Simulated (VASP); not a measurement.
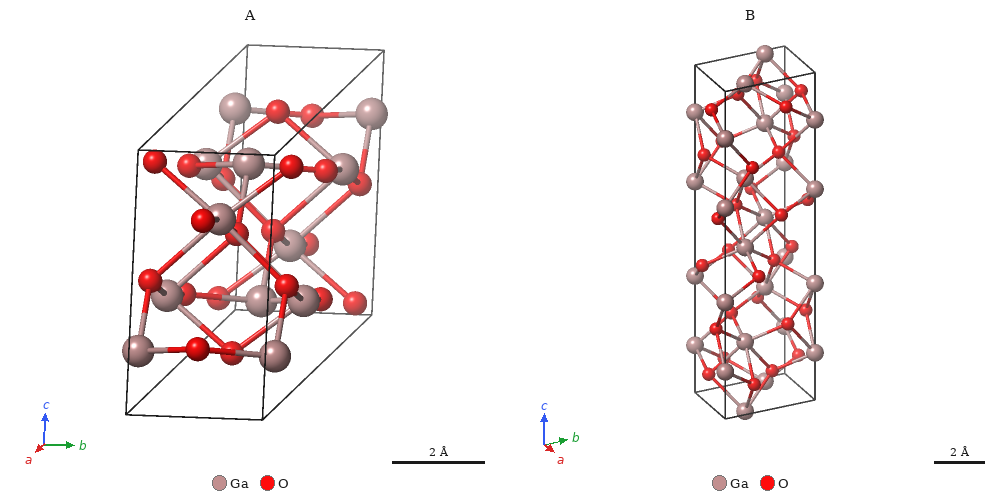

Two structures of Ga₂O₃, each relaxed (cell and atoms) at zero pressure; conventional cells in solid outline, small ones repeated, each panel with its own scale. Alike in all runs: VASP 6.6.1; functional PBEsol; VASP's PAW PBE potentials, release 64 (Ga_d, O); cutoff 600 eV; occupations gaussian, width 0.03 eV; no spin polarisation; no spin-orbit coupling. The k meshes have like spacings.

Give the type and space group of each panel.

A: 20 atoms a cell on a base-centred monoclinic lattice, C2/m; B: corundum, R-3c.

Rank them by energy, lowest first.

A, then B (+8 meV/atom), static energies at zero smearing.

Could pressure favour another of these structures?

B is denser (9.7 against 10.6 Å³/atom), so pressure favours it. Setting PΔV equal to ΔE at fixed volumes gives a first estimate of 1.6 GPa for the crossing; compression of both forms, other phases and heat would move it.

Collect the results in a table.

| panel | space group | E − E(lowest) (meV/atom) | volume (Å³/atom) | gap (eV) |
| --- | --- | --- | --- | --- |
| A | C2/m | 0 | 10.6 | 2.22 |
| B | R-3c | 8 | 9.7 | 2.69 |

The starts are database entries or structure types tried for this composition, and the most stable form need not be among them. Approximate functionals can misorder forms that lie within a few tens of meV/atom, as they do the rutile and anatase forms of TiO₂. Gaps are the least found on the k-mesh, which misses some points of high symmetry; where the band edges lie there, the true gap is smaller, at times by an eV.

Caveat: semilocal functionals give gaps below the measured ones.
